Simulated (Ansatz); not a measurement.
# Band-structure calculation, with input and output: ZnS

The run: band-structure calculation of ZnS (P6₃mc, 4 atoms in the cell). Method and program: DFT, r2SCAN, plane waves, PAW, no spin polarisation (Ansatz 0.2.0).

The structure was built on a prototype by a generator. The geometry comes from this level: r2SCAN (a point of a series of strains).

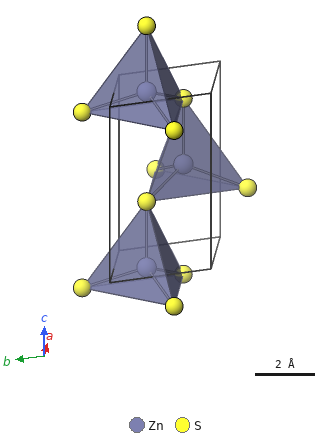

**Figure 1.** The structure (polyhedral view of the cell of the calculation, seen at an oblique angle; polyhedra are completed across the faces of the cell).

The input
```yaml
crystal:
  lattice:
    - [3.8054508512, 0.0, 0.0]
    - [-1.9027254256, 3.29561711, 0.0]
    - [0.0, 0.0, 6.2439931002]
  atoms:
    - { symbol: Zn, position: [0.3333333333, 0.6666666667, 0.0003381267] }
    - { symbol: Zn, position: [0.6666666667, 0.3333333333, 0.5003381267] }
    - { symbol: S, position: [0.3333333333, 0.6666666667, 0.3746618733] }
    - { symbol: S, position: [0.6666666667, 0.3333333333, 0.8746618733] }
kpoints:
  mp_grid: { grid: [12, 12, 4] }
  band_path:
    path:
      - [0.0, 0.0, 0.0]
      - [0.5, 0.0, 0.0]
      - [0.3333333333, 0.3333333333, 0.0]
      - [0.0, 0.0, 0.5]
      - [0.5, 0.0, 0.5]
      - [0.3333333333, 0.3333333333, 0.5]
    npoints: 1
hamiltonian:
  xc: r2scan
scf:
  occupations: { method: fixed }
  n_extra_bands: 5
output:
  forces: true
  stress: true
  eigenvalues: true
  write_density: true
  write_potential: true
  elf: true
  volumetric_format: npy
```

Launch command:
```bash
ansatz run input.yaml --threads 4 --pin off --max-ram 4608MiB --backend cpu --events-out ev --progress --plain --runs-dir out
```

Log
```
scf.n_extra_bands = 5 over 18 filled bands (N_el = 36.0): the run solves 23 bands
Engine: ansatz 0.2.0, x86_64-unknown-linux-gnu
Pseudopotentials: kind: paw
Pseudopotential: Zn, paw, valence charge 12, recommended cutoff 500 eV (meta_gga), Zn.paw.azcp
Pseudopotential: S, paw, valence charge 6, recommended cutoff 500 eV (meta_gga), S.paw.azcp
Functional definition: r2SCAN
  parameter k0 = 0.174
  parameter k1 = 0.065
  parameter a1 = 4.9479
  exchange = r2scan_x(k0 = k0, k1 = k1, a1 = a1)
  correlation = r2scan_c
Crystal: 4 atoms, lattice volume = 78.308 Å³
Basis set: ecut = 500 eV, 1973 PW (Γ), exchange–correlation on 120×120×192 points (64 copies of the dense FFT grid, shifted against one another)
Bands: 23, of which v1, the nominal top of the filled ones, is band 18 counted from 1 (17 counted from 0)
Symmetry: 12 space group operations
Space group: P63mc (ITA 186), of the structure as read, at distance tolerance 4.3e-5 Å
k-points: 57 of 576 (time reversal used)
Non-local potential: Zn, projectors of the file, l = 0: 2, l = 1: 2, l = 2: 3, l = 3: 1
Non-local potential: S, projectors of the file, l = 0: 2, l = 1: 2, l = 2: 2
PAW form: soft (Blöchl's): semilocal exchange-correlation on the pseudo side does not see the compensation charge
PAW frozen core: Zn, regenerated for the run's functional (the file was generated under x = pbe(κ = 0.804, μ = 0.2195149727645171), c = pbe(β = 0.06672455060314922))
PAW frozen core: S, regenerated for the run's functional (the file was generated under x = pbe(κ = 0.804, μ = 0.2195149727645171), c = pbe(β = 0.06672455060314922))
PAW one-centre angular grid: Zn, 590 points (default); XC on 261 of its mesh's 2673 points in the sphere
PAW one-centre angular grid: S, 302 points (default); XC on 160 Gauss nodes
Initial density: superposition of atomic densities (neutral atoms: chi_scale 0, normalization atom), corrected by the library's trained network
Initial wavefunctions: pseudopotential atomic-orbital guess
Functional: x = r2scan, c = r2scan; τ floored in thin density (d = 2e-4 eV/Å³)
SCF iter   1: F=—  HF=-8466.894005 eV  |F-HF|=—  |Δ(HF+E_count)|=         —  Δρ=1.55e-2  dr2=9.31e-2  dr2_τ=1.34e-2  ethr=1.77e-3  ⟨swp⟩=4.8  Hψ=5599  notcnv=0  defer=162
preconditioner: auto → Resta (q_TF=auto, 2.397 Å⁻¹)  ε∞=5.5  [insulator: Δε(μ)=2.764 eV  Ē_g=11.885 eV  n_scr=22 (ndim 8)  ℏωp=25.2 eV  f_vac=0.037  ε∞_Penn≈5.5]
SCF iter   2: F=—  HF=-8466.894280 eV  |F-HF|=—  |Δ(HF+E_count)|=   2.75e-4  Δρ=2.40e-3  dr2=2.73e-3  dr2_τ=5.25e-4  ethr=2.59e-4  ⟨swp⟩=2.2  Hψ=2810  notcnv=0  defer=166
SCF iter   3: F=—  HF=-8466.891025 eV  |F-HF|=—  |Δ(HF+E_count)|=   3.26e-3  Δρ=3.27e-3  dr2=3.87e-3  dr2_τ=2.82e-5  ethr=7.58e-6  ⟨swp⟩=2.3  Hψ=2304  notcnv=0  defer=169
SCF iter   4: F=—  HF=-8466.890733 eV  |F-HF|=—  |Δ(HF+E_count)|=   2.92e-4  Δρ=6.78e-4  dr2=1.92e-4  dr2_τ=6.84e-6  ethr=7.58e-6  ⟨swp⟩=3.0  Hψ=2194  notcnv=0  defer=169
SCF iter   5: F=—  HF=-8466.890766 eV  |F-HF|=—  |Δ(HF+E_count)|=   3.34e-5  Δρ=1.57e-4  dr2=1.50e-5  dr2_τ=4.69e-7  ethr=5.33e-7  ⟨swp⟩=2.0  Hψ=2277  notcnv=0  defer=57
SCF iter   6: F=—  HF=-8466.890773 eV  |F-HF|=—  |Δ(HF+E_count)|=   6.85e-6  Δρ=4.35e-5  dr2=9.07e-7  dr2_τ=4.89e-9  ethr=4.17e-8  ⟨swp⟩=2.0  Hψ=2280  notcnv=0  defer=57
SCF iter   7: F=-8466.890774 eV  HF=-8466.890774 eV  |F-HF|=1.13e-8  |Δ(HF+E_count)|=   4.01e-7  Δρ=5.39e-6  dr2=2.28e-8  dr2_τ=4.59e-10  ethr=2.78e-10  ⟨swp⟩=13.3  Hψ=11351  notcnv=0
SCF 1 converged in 7 iterations: F = -8466.890774 eV  dr2 = 2.28e-8
  greatest PAW one-centre occupation: 0.983 electrons in one spin orbital (limit 2), on the Zn atom at site 0 (counted from 0), in its partial waves of l = 2
NSCF: frozen V_eff on 6 k-points
SCF converged after 7 iterations
Free energy (F): -8466.890774 eV
Harris-Foulkes:  -8466.890774 eV  (|F-HF|=1.13e-8)
Internal energy: -8466.890774 eV  (E = F + TS)
E sigma→0 (E₀):  -8466.890774 eV
Fermi energy:    5.628693 eV
--- Per-component energies (eV) ---
  E_band       = -2.395541
  E_kinetic    = 475.188586
  E_local      = -4089.251269  (includes V_loc(G=0)·N_el)
  E_nonlocal   = 1293.304952
  E_hartree    = 1716.175668
  E_xc         = -431.599137
  E_vxc        = -296.475178  (∫ρ·V_xc dr)
  E_paw        = -4919.919392  (= ΣΔE_a)
  E_vpaw       = -832.176648  (= ΣTr[D̂ρ^β])
  E_aug_tail   = -0.000119  (compensation charges beyond the density's cutoff)
  E_vtau       = 14.660333  (kinetic-family band-sum trace: ∫τ·v_τ [+ j·A + Jᵃ·Aᵃ] dr)
  E_ewald      = -2510.205292
  E_core_change = -0.584771  (= ΣΔE_core)
  E_smearing   = -0.000000  (= −TS)
  E_closure    = -0.000000  (closes the sum)
  Σ components = -8466.890774   (vs F -8466.890774, Δ=0.00e0)
--- Forces (eV/Å), atoms counted from 1 ---
  atom   1  Zn     0.00000000    -0.00000000     0.00281796
  atom   2  Zn     0.00000000     0.00000000     0.00281796
  atom   3  S      0.00000000    -0.00000000    -0.00283855
  atom   4  S      0.00000000     0.00000000    -0.00283855
  max |Σ_I F_I| component: 4.12e-5 eV/Å
--- Stress (GPa, compression-positive) ---
        0.042463       0.000000       0.000000
        0.000000       0.042463      -0.000000
        0.000000      -0.000000       0.030991
  P = ⅓ Tr σ = 0.0386 GPa (0.386 kbar)
--- Band table (eV; the first three rows and the last of 57) ---
  k-point 0: bands = ["-8.1297", "-7.1655", "-0.9057", "-0.8913", "-0.8913", "-0.8011", "-0.8011", "-0.4023", "-0.4023", "-0.3245", "-0.3245", "-0.1696", "0.1557", "4.7069", "4.7069", "5.5442", "5.6287", "5.6287", "8.4095", "9.2391", "12.4009", "12.4009", "12.6680"]
  k-point 1: bands = ["-8.0074", "-7.3297", "-0.9103", "-0.8818", "-0.8818", "-0.8182", "-0.8182", "-0.6479", "-0.3882", "-0.3882", "-0.3330", "-0.3330", "1.1539", "4.4722", "4.8324", "4.8324", "5.4829", "5.4829", "9.2805", "9.3999", "12.3599", "12.4922", "12.4922"]
  k-point 2: bands = ["-7.6890", "-7.6890", "-0.8725", "-0.8725", "-0.8538", "-0.8538", "-0.8538", "-0.8538", "-0.3578", "-0.3578", "-0.3578", "-0.3578", "2.7301", "2.7301", "5.1476", "5.1476", "5.1476", "5.1476", "9.7301", "9.7301", "12.8553", "12.8553", "12.8553"]
  k-point 56: bands = ["-6.9092", "-6.9092", "-0.7497", "-0.7497", "-0.7165", "-0.7165", "-0.4853", "-0.4853", "-0.4024", "-0.4024", "-0.0247", "-0.0247", "0.7992", "0.7992", "2.4925", "2.4925", "4.2260", "4.2260", "10.6095", "10.6095", "12.3138", "12.3138", "13.5726"]
```

File v_z.tsv
```
# z_ang	v_es[eV]	v_tot[eV]
# format = ansatz-planar-average/11
# xc	r2scan
# density_cutoff_ev	2000
# datasets	Zn=:simpson_from_first_knot:soft:shift=0	S=:simpson_from_first_knot:soft:shift=0
# lattice	3.805450851	0.000000000	0.000000000
# lattice	-1.902725426	3.295617110	0.000000000
# lattice	0.000000000	0.000000000	6.243993100
# sites	4
# site	30	0.000000000	2.197078073	0.002111261
# site	30	1.902725426	1.098539037	3.124107811
# site	16	0.000000000	2.197078073	2.339386152
# site	16	1.902725426	1.098539037	5.461382702
0.000000	-5.683690e-1	-1.322133e1
0.130083	5.602308e-1	-1.138431e1
0.260166	1.717171e0	-9.347232e0
0.390250	3.012769e0	-6.919092e0
0.520333	4.427902e0	-4.299941e0
0.650416	5.911773e0	-1.715396e0
0.780499	7.355694e0	2.878341e-1
0.910582	8.516989e0	1.592357e0
1.040666	9.166209e0	2.227537e0
1.170749	9.401607e0	2.414026e0
1.300832	9.352189e0	2.044243e0
1.430915	8.923413e0	1.119753e0
1.560998	7.962540e0	-3.861467e-1
1.691081	6.453776e0	-2.590794e0
1.821165	4.714026e0	-5.010157e0
1.951248	3.155828e0	-7.260451e0
2.081331	1.983296e0	-9.071911e0
2.211414	9.426263e-1	-1.076755e1
2.341497	-2.437754e-1	-1.241180e1
2.471581	-1.440136e0	-1.404104e1
2.601664	-2.374285e0	-1.526367e1
2.731747	-2.801837e0	-1.593825e1
2.861830	-2.549447e0	-1.580609e1
2.991913	-1.693265e0	-1.476730e1
3.121997	-5.683690e-1	-1.322133e1
3.252080	5.602308e-1	-1.138431e1
3.382163	1.717171e0	-9.347232e0
3.512246	3.012769e0	-6.919092e0
3.642329	4.427902e0	-4.299941e0
3.772412	5.911773e0	-1.715396e0
3.902496	7.355694e0	2.878341e-1
4.032579	8.516989e0	1.592357e0
4.162662	9.166209e0	2.227537e0
4.292745	9.401607e0	2.414026e0
4.422828	9.352189e0	2.044243e0
4.552912	8.923413e0	1.119753e0
4.682995	7.962540e0	-3.861467e-1
4.813078	6.453776e0	-2.590794e0
4.943161	4.714026e0	-5.010157e0
5.073244	3.155828e0	-7.260451e0
5.203328	1.983296e0	-9.071911e0
5.333411	9.426263e-1	-1.076755e1
5.463494	-2.437754e-1	-1.241180e1
5.593577	-1.440136e0	-1.404104e1
5.723660	-2.374285e0	-1.526367e1
5.853744	-2.801837e0	-1.593825e1
5.983827	-2.549447e0	-1.580609e1
6.113910	-1.693265e0	-1.476730e1
```

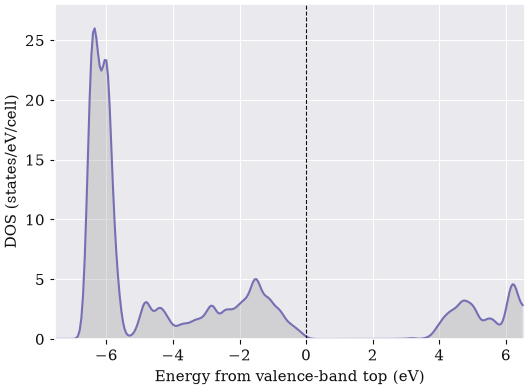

**Figure 2.** Density of states (the curve is built from the levels of the k mesh with Gaussians 0.3 eV wide, which also blur the band edges), with energies from the valence-band top. There is a gap of 2.78 eV on the k-point mesh. Small ripples come from the finite k-point mesh.

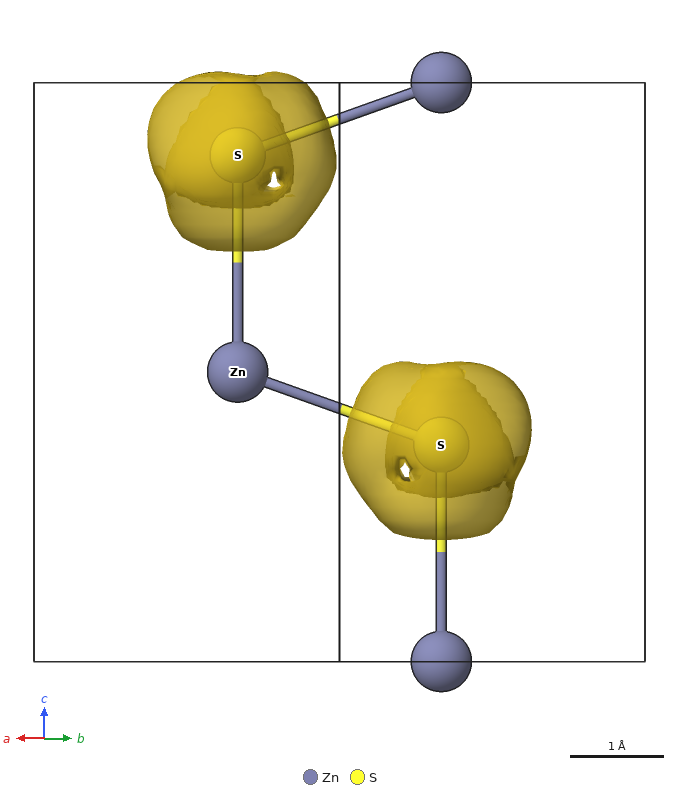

**Figure 3.** Isosurface of the electron localisation function at 0.8 (yellow), seen along [110]. Core shells and regions of very low density are left out. Sticks mark near contacts. The outline is the cell set on symmetry axes. Along the contacts the grid gives the following. Zn–S (2.33 Å): the ELF is about 0.60 at the midpoint. Core electrons are frozen (PAW), so the fields are smoothed inside the atomic spheres.

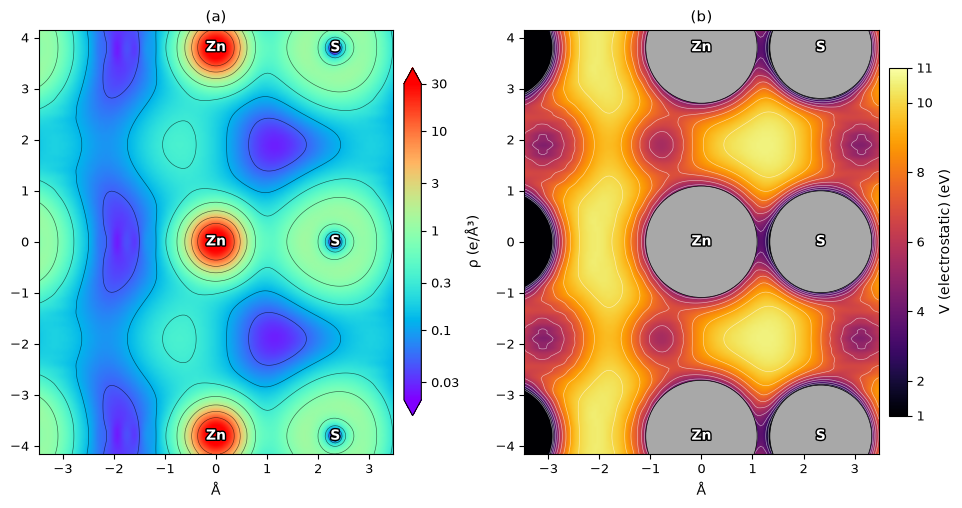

**Figure 4.** (a) valence pseudo-density; (b) electrostatic potential energy of an electron on the (11̄0) plane of the conventional cell. Grey discs, where drawn, cover atomic cores. Atoms in the plane: Zn and S. Zn–S (2.34 Å): the density is about 0.5 e/Å³ at the midpoint. Away from the nuclei the density in this plane falls to 0.03 e/Å³ at its lowest. Outside the cores the potential energy rises away from the atoms and is highest about 2.2 Å from the nearest atoms; outside the discs it spans about 10 eV, and its zero is arbitrary.

Summary

```tsv
quantity	value
outcome	converged
space group (tolerance 0.01 Å)	P6₃mc (186)
electrons treated	36
free energy	−8466.8908 eV
Fermi energy	5.629 eV
gap on the k-point mesh	2.78 eV
pressure	0.04 GPa
largest force (length of the vector)	0.003 eV/Å
hardware	4 threads of Intel Xeon @ 2.70GHz, 189 GiB of memory available, shared host
wall time	6.9 s (CPU time 24 s)
peak memory	0.58 GiB
```
